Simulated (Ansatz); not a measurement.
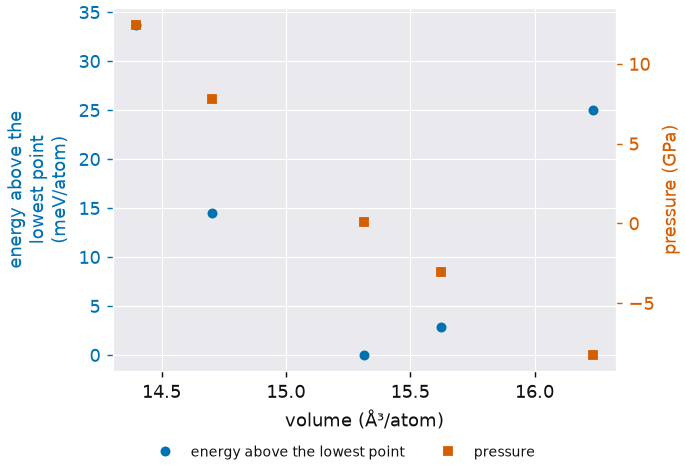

The figure shows the energy above the lowest point and pressure against volume for Pd, space group Fm-3m (No. 225) (one of a set of cubic test structures, which need not be the stable phase).

Method: equation of state of a cubic crystal from periodic Kohn-Sham density functional theory without spin, third-order Birch-Murnaghan fit to the free energies; pressure corrected for the finite basis (Ansatz 0.2.0 development build). Level: PBE.

```json
{"setting": "structure type", "value": "fcc"}
{"setting": "atoms in cell", "value": "1"}
{"setting": "space group number", "value": "225"}
{"setting": "lattice centring", "value": "face-centred primitive"}
{"setting": "k mesh", "value": "24×24×24"}
{"setting": "occupation method", "value": "Fermi–Dirac"}
{"setting": "occupation width", "value": "0.06123 eV"}
{"setting": "wave cutoff", "value": "600 eV"}
{"setting": "datasets", "value": "hand-made PAW"}
{"setting": "density tolerance", "value": "1e-09 eV"}
{"setting": "bands", "value": "13"}
{"setting": "density cutoff ratio", "value": "4"}
{"setting": "search for lower states", "value": "default"}
```

The points at volume 15.01 Å³/atom and 15.93 Å³/atom are left out of the plot. What values does the calculation give there?

| volume (Å³/atom) | energy above the lowest point (meV/atom) | pressure (GPa) |
| --- | --- | --- |
| 15.01 | 3.6 | 3.7 |
| 15.93 | 11.5 | −5.8 |
